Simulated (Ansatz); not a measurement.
System: SiC, space group P6_3mc, 4 atoms in the cell.

```yaml
crystal:
  lattice:
    - [3.07594, 0.00000, 0.00000]
    - [-1.53797, 2.66385, 0.00000]
    - [0.00000, 0.00000, 5.04776]
  atoms:
    - { symbol: Si, position: [0.33333, 0.66667, 0.00459] }
    - { symbol: Si, position: [0.66667, 0.33333, 0.50459] }
    - { symbol: C, position: [0.33333, 0.66667, 0.38041] }
    - { symbol: C, position: [0.66667, 0.33333, 0.88041] }
```

Computed with Ansatz: DFT PBEsol, scalar-relativistic, plane waves, PAW, no spin polarisation, 12×12×6 k mesh, 420 eV cutoff.

What does rigid-band transport give for the Seebeck coefficient?

At 300 K and 10¹⁹ cm⁻³ the Seebeck coefficient is 390 μV/K for holes and −231 μV/K for electrons; the larger size for holes shows the larger density-of-states mass of the valence band. At 300 K it goes from 588 to 68 μV/K for holes and from −423 to −30 μV/K for electrons between 10¹⁸ cm⁻³ and 10²¹ cm⁻³, so its size falls as carriers are added. At 10¹⁹ cm⁻³ the hole value goes from 390 to 541 μV/K on heating to 900 K. The largest power factor over τ is for p type at 10²¹ cm⁻³ and 900 K, about 6.7 × 10¹¹ W m⁻¹ K⁻² s⁻¹.

The bands are interpolated from a finite k mesh, so the values are approximate.

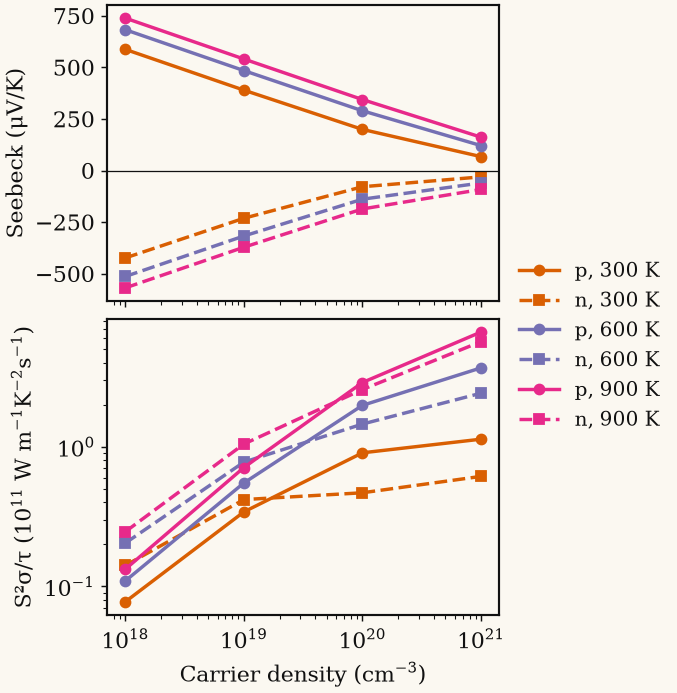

Seebeck coefficient and power factor over the relaxation time against doping (rigid bands, constant relaxation time, mean of three directions).
